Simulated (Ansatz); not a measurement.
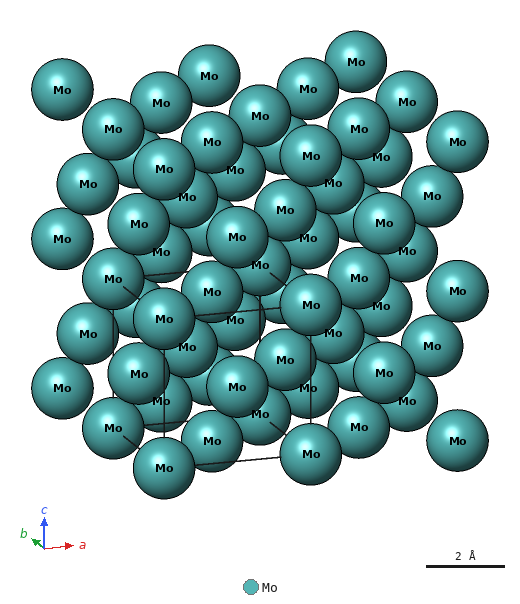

The starting point is a symmetric starting cell of Mo. The picture is a spheres-only view of the conventional cell (4 times the calculation's cell), repeated 2 × 2 × 2 with one cell outlined, seen slightly off an axis. Lengths and directions refer to the drawn axes.

Computed with DFT PBEsol, scalar-relativistic, plane waves, PAW in Ansatz 0.2.0. Set-up: plane-wave cutoff 420 eV; k-point mesh 18 × 18 × 18; occupations gaussian; smearing width 0.1 eV; no spin polarisation.

Change: All lengths are scaled by −2.8 % (volume −8.1 %), the atoms keeping their fractional coordinates. No relaxation follows. The starting cell wasn't computed here and needn't be at equilibrium, so pressure and forces aren't due to the change alone.

Question: What is the effect?

Answer: The pressure is 8.9 GPa (not all of it need come from the change, since the unchanged cell can be under pressure at this level too). All forces vanish by symmetry. Some distances before and after: Mo–Mo 2.850 → 2.771 Å. The space group stays Fm-3m (No. 225).

Drawn alike, the variant:

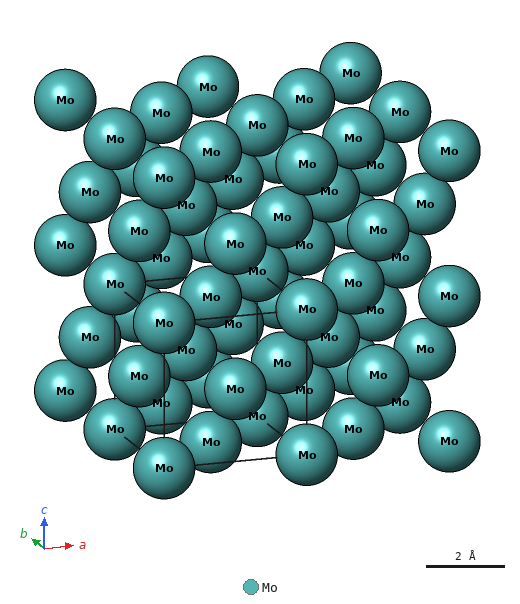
